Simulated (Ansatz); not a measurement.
# Starting-point dependence of the GW gap of BaNaBr3 (cubic perovskite) (Pm-3m)

Aim: G0W0 for BaNaBr3 (cubic perovskite) (Pm-3m) on several starting functionals, at one mesh, band count and screening cutoff.

Main program and level: Ansatz 0.2.0; G0W0 on several functionals, plane waves, PAW.

The structure was built from a prototype and need not be the compound's stable phase.

In doubt: masses and optical values from hybrid runs of this build are listed as unsure (step 4), which bears on the screening that GW takes from such a start.

### 1. The starting structure

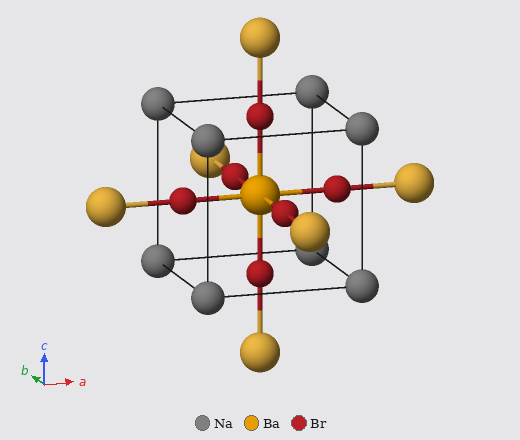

Start, viewed slightly off an axis; sodium grey, barium orange, bromine red. Some periodic images of atoms are drawn too.

Coordinates:

```cif
data_structure
_symmetry_space_group_name_H-M 'Pm-3m'
_symmetry_Int_Tables_number 221
_cell_length_a 6.2793
_cell_length_b 6.2793
_cell_length_c 6.2793
_cell_angle_alpha 90.000
_cell_angle_beta 90.000
_cell_angle_gamma 90.000
_cell_volume 247.59
loop_
_atom_site_label
_atom_site_type_symbol
_atom_site_symmetry_multiplicity
_atom_site_Wyckoff_symbol
_atom_site_fract_x
_atom_site_fract_y
_atom_site_fract_z
_atom_site_occupancy
Na1 Na 1 a 0.00000 0.00000 0.00000 1
Ba1 Ba 1 b 0.50000 0.50000 0.50000 1
Br1 Br 3 c 0.50000 0.50000 0.00000 1
```

The structure was relaxed with PBE. The structure type comes from a generator and need not be one that this composition takes. The runs that relaxed it are not among those shown. Spin-orbit coupling is left out unless a step names it. The default PAW set here is soft_2. Its files were made with PBE.

### 2. G0W0 on PBE

G0W0 replaces the xc potential by the self-energy, built once from these orbitals. Only a window of levels is corrected, while the sums run over the empty bands that the input names.

This step: G0W0 on PBE, plane waves, PAW.

input.yaml reads:

```yaml
crystal:
  lattice:
    - [6.2793234105, 0.0, 0.0]
    - [0.0, 6.2793234105, 0.0]
    - [0.0, 0.0, 6.2793234105]
  atoms:
    - { symbol: Na, position: [0.0, 0.0, 0.0] }
    - { symbol: Ba, position: [0.5, 0.5, 0.5] }
    - { symbol: Br, position: [0.5, 0.5, 0.0] }
    - { symbol: Br, position: [0.5, 0.0, 0.5] }
    - { symbol: Br, position: [0.0, 0.5, 0.5] }
kpoints:
  mp_grid: { grid: [2, 2, 2] }
hamiltonian:
  xc: pbe
scf:
  occupations: { method: fixed }
gw:
  n_empty_bands: 739
  ecut_chi: 120.0
  qp_bands: [v2, c2]
  qp_kpoints: band_edges
  screening: { model: contour_deformation }
```

The run is started by

```bash
ansatz run input.yaml --threads 4 --pin off --max-ram 17510MiB --backend cpu --events-out ev --progress --plain --runs-dir out
```

Numbers of over 12 decimals in the logs are rounded to 6 here.

The log of the run:

```text
Engine: ansatz 0.2.0, aarch64-unknown-linux-gnu
Pseudopotentials: kind: paw
Pseudopotential: Na, paw, valence charge 9, recommended cutoff 420 eV (normal), Na.paw.azcp
Pseudopotential: Ba, paw, valence charge 10, recommended cutoff 420 eV (normal), Ba.paw.azcp
Pseudopotential: Br, paw, valence charge 7, recommended cutoff 420 eV (normal), Br.paw.azcp
Functional definition: PBE
  parameter kappa = 0.804
  parameter beta = 0.066725
  exchange = pbe_x(kappa = kappa, mu = beta*pi^2/3)
  correlation = pbe_c(beta = beta)
Crystal: 5 atoms, lattice volume = 247.593 Å³
Basis set: ecut = 420 eV, 4945 PW (Γ)
Bands: 25, of which v1, the nominal top of the filled ones, is band 20 counted from 1 (19 counted from 0)
Symmetry: 48 space group operations
Space group: Pm-3m (ITA 221), of the structure as read, at distance tolerance 6.3e-5 Å
k-points: 4 of 8
Non-local potential: Na, projectors of the file, l = 0: 3, l = 1: 2, l = 2: 1
Non-local potential: Ba, projectors of the file, l = 0: 3, l = 1: 2, l = 2: 2, l = 3: 2
Non-local potential: Br, projectors of the file, l = 0: 2, l = 1: 2, l = 2: 2
PAW form: soft (Blöchl's): semilocal exchange-correlation on the pseudo side does not see the compensation charge
PAW one-centre angular grid: Na, 110 points (default); XC on 64 Gauss nodes
PAW one-centre angular grid: Ba, 194 points (default); XC on 64 Gauss nodes
PAW one-centre angular grid: Br, 110 points (default); XC on 64 Gauss nodes
Initial density: superposition of atomic densities (neutral atoms: chi_scale 0, normalization atom), corrected by the library's trained network
Initial wavefunctions: pseudopotential atomic-orbital guess
Functional: x = pbe(κ = 0.804, μ = 0.219515), c = pbe(β = 0.066725)
SCF iter   1: F=—  HF=-15793.817499 eV  |F-HF|=—  |Δ(HF+E_count)|=         —  Δρ=7.47e-4  dr2=2.09e-3  ethr=1.77e-3  ⟨swp⟩=5.2  Hψ=447  notcnv=0  defer=9
preconditioner: auto → Resta (q_TF=auto, 2.013 Å⁻¹)  ε∞=2.5  [insulator: Δε(μ)=2.895 eV  Ē_g=10.429 eV  n_scr=32 (ndim 8)  ℏωp=12.9 eV  f_vac=0.257  ε∞_Penn≈2.5]
SCF iter   2: F=—  HF=-15793.814792 eV  |F-HF|=—  |Δ(HF+E_count)|=   2.71e-3  Δρ=3.87e-4  dr2=6.42e-4  ethr=5.22e-6  ⟨swp⟩=3.8  Hψ=248  notcnv=0  defer=11
SCF iter   3: F=—  HF=-15793.814957 eV  |F-HF|=—  |Δ(HF+E_count)|=   1.65e-4  Δρ=9.90e-5  dr2=4.19e-5  ethr=1.61e-6  ⟨swp⟩=3.0  Hψ=193  notcnv=0  defer=10
SCF iter   4: F=—  HF=-15793.814955 eV  |F-HF|=—  |Δ(HF+E_count)|=   2.45e-6  Δρ=3.70e-5  dr2=4.59e-6  ethr=1.05e-7  ⟨swp⟩=2.0  Hψ=186  notcnv=0  defer=9
SCF iter   5: F=—  HF=-15793.814955 eV  |F-HF|=—  |Δ(HF+E_count)|=   2.44e-7  Δρ=1.37e-5  dr2=3.99e-7  ethr=1.15e-8  ⟨swp⟩=2.0  Hψ=158  notcnv=0  defer=9
SCF iter   6: F=-15793.814955 eV  HF=-15793.814955 eV  |F-HF|=5.55e-8  |Δ(HF+E_count)|=   4.05e-7  Δρ=2.77e-6  dr2=1.56e-8  ethr=2.50e-10  ⟨swp⟩=14.0  Hψ=528  notcnv=0
SCF 1 converged in 6 iterations: F = -15793.814955 eV  dr2 = 1.56e-8
  greatest PAW one-centre occupation: 0.999 electrons in one spin orbital (limit 2), on the Na atom at site 0 (counted from 0), in its partial waves of l = 0
NSCF: frozen V_eff on 4 k-points
G₀W₀ screening: q 1/4
[... further progress lines ...]
SCF converged after 6 iterations
Free energy (F): -15793.814955 eV
Harris-Foulkes:  -15793.814955 eV  (|F-HF|=5.55e-8)
Internal energy: -15793.814955 eV  (E = F + TS)
E sigma→0 (E₀):  -15793.814955 eV
Fermi energy:    -0.029305 eV
--- Per-component energies (eV) ---
  E_band       = -453.485187
  E_kinetic    = 690.243844
  E_local      = -2898.552065  (includes V_loc(G=0)·N_el)
  E_nonlocal   = 382.278174
  E_hartree    = 990.426134
  E_xc         = -1001.791023
  E_vxc        = -497.734037  (∫ρ·V_xc dr)
  E_paw        = -12228.817464  (= ΣΔE_a)
  E_vpaw       = -110.577805  (= ΣTr[D̂ρ^β])
  E_aug_tail   = -0.000006  (compensation charges beyond the density's cutoff)
  E_ewald      = -1727.602549
  E_smearing   = -0.000000  (= −TS)
  E_closure    = 0.000000  (closes the sum)
  Σ components = -15793.814955   (vs F -15793.814955, Δ=0.00e0)
--- Band table (eV) ---
  k-point 0: bands = [... 16 lower, -0.3788, -0.2007, -0.2007, -0.2007, 2.8207, 5.0630, 5.0630, 5.0630, ... 1 higher]
  k-point 1: bands = [... 16 lower, -0.6019, -0.4415, -0.2371, -0.2371, 3.7791, 4.8697, 5.1517, 5.8603, ... 1 higher]
  k-point 2: bands = [... 16 lower, -0.5585, -0.5585, -0.3848, -0.0330, 3.9798, 5.8134, 5.8134, 6.0916, ... 1 higher]
  k-point 3: bands = [... 16 lower, -1.1401, -0.0293, -0.0293, -0.0293, 3.5547, 6.7385, 6.7385, 6.7385, ... 1 higher]
--- G₀W₀: contour deformation, 6 samples at zero and on the imaginary axis and 2 off it, 8 q-points, 739 empty bands' worth ---
  eigenvalues of the whole cell's RPA ε∞ on this k-mesh (on a slab, of 1 + 4πα/V) = 2.5447, 2.5447, 2.5447; static W/v taken at q = 0 is 0.392981
  bands read: the sum over 759 bands ends inside a degenerate multiplet in 1 slot, whose members it reads at an even weight; the widest, k=3: bands 759 to 760 (counted from 1) at 1/2 each
  gw.qp_kpoints: band_edges: 4 of 4 stored k-points solved, in 1 pass; an edge of the gap read off the rows below is read off those points alone
    ik  band        ε_KS         Σx   Σc(E_QP)       V_xc       Z   E_QP_lin       E_QP  E_QP is
     0    19     -0.2007   -19.7473     2.1788   -15.9116  0.7755    -1.9227    -1.8576  root
     0    20     -0.2007   -19.7473     2.1788   -15.9116  0.7755    -1.9227    -1.8576  root
     0    21      2.8207    -2.2042    -2.4511    -5.3059  0.8523     3.4776     3.4713  root
     0    22      5.0630    -4.9405    -3.4579    -9.2533  0.8216     5.9290     5.9177  root
     1    19     -0.2371   -19.6593     2.1974   -15.7974  0.7746    -1.9688    -1.9017  root
     1    20     -0.2371   -19.6593     2.1974   -15.7974  0.7746    -1.9688    -1.9017  root
     1    21      3.7791    -3.3051    -2.5029    -6.6301  0.8394     4.6139     4.6011  root
     1    22      4.8697    -2.8138    -2.6970    -6.0273  0.8419     5.3904     5.3862  root
     2    19     -0.3848   -19.9274     2.1911   -16.0636  0.7779    -2.1238    -2.0575  root
     2    20     -0.0330   -19.2756     2.1982   -15.4157  0.7708    -1.7634    -1.6947  root
     2    21      3.9798    -2.7966    -2.5485    -6.2402  0.8396     4.8913     4.8749  root
     2    22      5.8134    -3.1152    -2.6577    -6.3132  0.8371     6.3621     6.3537  root
     3    19     -0.0293   -19.2929     2.2000   -15.4313  0.7708    -1.7594    -1.6909  root
     3    20     -0.0293   -19.2929     2.2000   -15.4313  0.7708    -1.7594    -1.6909  root
     3    21      3.5547    -1.7742    -2.4824    -5.0738  0.8496     4.3837     4.3719  root
     3    22      6.7385    -4.9522    -3.0714    -8.7512  0.8132     7.4798     7.4661  root
```

Elapsed: 88 s, on 4 threads of Arm Neoverse V1, shared host; peak memory 4 GiB.

This step gave:

* bands summed: 759
* RPA ε∞ on this mesh (eigenvalues): 2.545, 2.545, 2.545
* plane waves in the screening matrix: 739
* q-points in the mesh: 8
* G0W0 gap on the mesh: 5.162 eV
* k of the valence top: -0.5, -0.5, -0.5
* k of the conduction bottom: 0, 0, 0
* starting gap on the mesh: 2.850 eV
* Z at the valence top: 0.7708
* Z at the conduction bottom: 0.8523
* least direct G0W0 gap on the computed points: 5.329 eV

The gap on the mesh goes from 2.85 eV to 5.16 eV, a correction of +2.31 eV. Between the two edge states, bare exchange in place of the xc potential would open the gap by 6.96 eV, and correlation takes back 4.65 eV.

### 3. G0W0 on PBEsol

One-shot GW remembers its start. Another functional's orbitals and levels show by how much.

This step: G0W0 on PBEsol, plane waves, PAW.

input.yaml, as its differences from that of step 2:

```diff
@@ -14,3 +14,3 @@
 hamiltonian:
-  xc: pbe
+  xc: pbesol
 scf:
```

The log of the run:

```text
[...]
Crystal: 5 atoms, lattice volume = 247.593 Å³
Basis set: ecut = 420 eV, 4945 PW (Γ)
Bands: 25, of which v1, the nominal top of the filled ones, is band 20 counted from 1 (19 counted from 0)
[... 1 set-up line as in the run before ...]
[...]
k-points: 4 of 8
[...]
SCF iter   1: F=—  HF=-15555.968784 eV  |F-HF|=—  |Δ(HF+E_count)|=         —  Δρ=1.19e-3  dr2=4.05e-3  ethr=1.77e-3  ⟨swp⟩=5.2  Hψ=447  notcnv=0  defer=7
[...]
SCF iter   6: F=-15555.964065 eV  HF=-15555.964065 eV  |F-HF|=8.51e-8  |Δ(HF+E_count)|=   1.49e-6  Δρ=2.61e-6  dr2=2.52e-8  ethr=2.50e-10  ⟨swp⟩=12.8  Hψ=579  notcnv=0
SCF 1 converged in 6 iterations: F = -15555.964065 eV  dr2 = 2.52e-8
[...]
NSCF: frozen V_eff on 4 k-points
G₀W₀ screening: q 1/4
[... further progress lines ...]
SCF converged after 6 iterations
Free energy (F): -15555.964065 eV
[...]
Internal energy: -15555.964065 eV  (E = F + TS)
E sigma→0 (E₀):  -15555.964065 eV
Fermi energy:    -0.097021 eV
[...]
--- Band table (eV) ---
  k-point 0: bands = [... 16 lower, -0.4516, -0.2702, -0.2702, -0.2702, 2.8297, 4.8915, 4.8915, 4.8915, ... 1 higher]
  k-point 1: bands = [... 16 lower, -0.6812, -0.5150, -0.3074, -0.3074, 3.8509, 4.7669, 4.9789, 5.7234, ... 1 higher]
  k-point 2: bands = [... 16 lower, -0.6337, -0.6337, -0.4584, -0.1007, 4.0789, 5.7489, 5.7489, 5.9355, ... 1 higher]
  k-point 3: bands = [... 16 lower, -1.2258, -0.0970, -0.0970, -0.0970, 3.6351, 6.6651, 6.6651, 6.6651, ... 1 higher]
[...]
0    19     -0.2702   -19.7325     2.1660   -15.9538  0.7752    -1.9420    -1.8830  root
     0    20     -0.2702   -19.7325     2.1660   -15.9538  0.7752    -1.9420    -1.8830  root
     0    21      2.8297    -2.2404    -2.4606    -5.3024  0.8523     3.4363     3.4311  root
     0    22      4.8915    -4.9049    -3.4976    -9.3708  0.8207     5.8743     5.8598  root
     1    19     -0.3074   -19.6440     2.1848   -15.8386  0.7743    -1.9888    -1.9280  root
     1    20     -0.3074   -19.6440     2.1848   -15.8386  0.7743    -1.9888    -1.9280  root
     1    21      3.8509    -3.3021    -2.4875    -6.5099  0.8404     4.5803     4.5712  root
     1    22      4.7669    -2.9255    -2.7495    -6.2637  0.8410     5.3609     5.3555  root
[...]
3    19     -0.0970   -19.2882     2.1951   -15.4677  0.7704    -1.7854    -1.7225  root
     3    20     -0.0970   -19.2882     2.1951   -15.4677  0.7704    -1.7854    -1.7225  root
     3    21      3.6351    -1.7429    -2.4648    -4.9175  0.8506     4.3533     4.3449  root
     3    22      6.6651    -5.5417    -3.2794    -9.6524  0.7999     7.5051     7.4963  root
```

The job ended after 86 s (4 threads; peak memory 4.1 GiB; 5.6 min of CPU time).

This step gave:

| Property | Result |
| --- | --- |
| bands summed | 759 |
| RPA ε∞ on this mesh (eigenvalues) | 2.581, 2.581, 2.581 |
| plane waves in the screening matrix | 739 |
| q-points in the mesh | 8 |
| G0W0 gap on the mesh | 5.154 eV |
| k of the valence top | -0.5, -0.5, -0.5 |
| k of the conduction bottom | 0, 0, 0 |
| starting gap on the mesh | 2.927 eV |
| Z at the valence top | 0.7704 |
| Z at the conduction bottom | 0.8523 |
| least direct G0W0 gap on the computed points | 5.314 eV |

Against the run with 2×2×2 mesh, 739 empty bands, screening to 120 eV on PBE, the gap moves by −0.009 eV, while the start moved by +0.08 eV.

### 4. G0W0 on HSE06

This step: G0W0 on HSE06, plane waves, PAW.

input.yaml, as its differences from that of step 3:

```diff
@@ -14,3 +14,3 @@
 hamiltonian:
-  xc: pbesol
+  xc: hse06
 scf:
```

The log of the run:

```text
[...]
davidson cushion auto → on  (no smearing: the cushion is to keep the highest requested band from converging to the state above it; pin scf.eigensolver.cushion to override)
Crystal: 5 atoms, lattice volume = 247.593 Å³
Basis set: ecut = 420 eV, 4945 PW (Γ)
Bands: 25, of which v1, the nominal top of the filled ones, is band 20 counted from 1 (19 counted from 0)
[... 1 set-up line as in the run before ...]
[...]
k-points: 4 of 8
[...]
1    21      4.1281    -2.9007    -2.2428    -5.8607  0.8734     4.8509     4.8453  root
     1    22      5.1486    -2.6015    -2.4472    -5.5222  0.8715     5.6242     5.6221  root
[...]
3    19     -0.8396   -19.2992     1.7757   -16.2809  0.8089    -2.1038    -2.0822  root
     3    20     -0.8396   -19.2992     1.7757   -16.2809  0.8089    -2.1038    -2.0822  root
     3    21      3.9086    -1.6077    -2.2100    -4.5133  0.8807     4.6092     4.6041  root
     3    22      7.0965    -3.9323    -2.5782    -7.0867  0.8509     7.6787     7.6728  root
[key lines of the parts left out:]
Free energy (F): -15804.892174 eV
Fermi energy:    -0.839631 eV
```

Elapsed: 6.2 min, on 4 threads; peak memory 3 GiB; 23 min of CPU time.

This step gave:

| Item | Value |
| --- | --- |
| bands summed | 759 |
| RPA ε∞ on this mesh (eigenvalues) | 2.199, 2.199, 2.199 |
| plane waves in the screening matrix | 739 |
| G0W0 gap on the mesh | 5.780 eV |
| k of the valence top | -0.5, -0.5, -0.5 |
| k of the conduction bottom | 0, 0, 0 |
| starting gap on the mesh | 3.962 eV |
| least direct G0W0 gap on the computed points | 5.947 eV |

Against the run with 2×2×2 mesh, 739 empty bands, screening to 120 eV on PBEsol, the gap moves by +0.63 eV, while the start moved by +1.04 eV.

### 5. The starts together

All on the 2×2×2 mesh with 739 empty bands and screening to 120 eV. Times are wall times on 4 threads of Arm Neoverse V1, shared host, good to a factor of about two.

```
 start  starting gap (eV)  shift (eV)  G0W0 gap (eV)  RPA ε∞ (harmonic mean)  Z (valence, conduction)     time
   PBE               2.85       +2.31           5.16                    2.54               0.77, 0.85     88 s
PBEsol               2.93       +2.23           5.15                    2.58               0.77, 0.85     86 s
 HSE06               3.96       +1.82           5.78                    2.20               0.81, 0.88  6.2 min
```

How the two edges are built up, in eV (the quasiparticle level is the starting level plus Σx plus Σc less Vxc):

```
   run               edge  start      Σx     Σc     Vxc     Z     QP
   PBE        valence top  -0.03  -19.29   2.20  -15.43  0.77  -1.69
   PBE  conduction bottom   2.82   -2.20  -2.45   -5.31  0.85   3.47
PBEsol        valence top  -0.10  -19.29   2.20  -15.47  0.77  -1.72
PBEsol  conduction bottom   2.83   -2.24  -2.46   -5.30  0.85   3.43
 HSE06        valence top  -0.84  -19.30   1.78  -16.28  0.81  -2.08
 HSE06  conduction bottom   3.12   -2.07  -2.23   -4.87  0.88   3.70
```

For a hybrid start, Vxc holds its share of exact exchange.

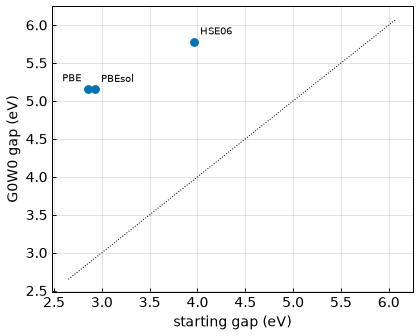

G0W0 gap against starting gap; on the dotted line the correction would vanish.

### 6. Outcome

```yaml
g0w0_pbe: 5.16 eV (start 2.85 eV)
g0w0_pbesol: 5.15 eV (start 2.93 eV)
g0w0_hse06: 5.78 eV (start 3.96 eV)
known_limits: not at the basis limit; no spin-orbit coupling; coarse k mesh
```

What this shows: The starting gaps span 1.11 eV and the G0W0 gaps 0.63 eV. Between PBE and HSE06, 0.62 eV of the 1.11 eV survives, 56 %. HSE06 screens less than PBE (ε∞ 2.20 against 2.54). Of the 0.62 eV by which its G0W0 gap is higher, the correlation part gives +0.65 eV, and exchange with the one-particle terms, which follow the orbitals, −0.03 eV. The smallest correction, +1.82 eV, is on HSE06, the start nearest to reproducing itself. Bands and cutoff are finite, so the gap is not at the basis limit. The miss can reach some tenths of an eV and take either sign; the mesh is an error of its own. The 2×2×2 mesh is coarse for this cell (its supercell is 13 Å along the shortest edge). The RPA ε∞ on it, from the PBE start, is 2.54; such meshes misread the long-range screening, most where the gap is narrow. This is the ideal cubic cell; many perovskites, halides above all, are cubic only on average, and local tilts or off-centring can widen the gap. The many-body steps are scalar-relativistic: spin-orbit coupling is not in them.

[Paths, hosts, dates, memory and timing lines, banners, echoed tables and standing remarks are left out of the program output.]

[Logs are printed without paths, hosts, clocks, repeated set-up lines and the standing remarks that a program may print on its own settings, such as how far it seeks lower states.]

[Runs of the session that timed out or met a known fault of the program may be left out.]

[Cells called generated may have been cut or substituted from an entry of the Crystallography Open Database or the Materials Project.]

[Hosts, paths, dates, database ids (printed as entryN), source tags and the programs' standing remarks are cut or masked in the printed files.]
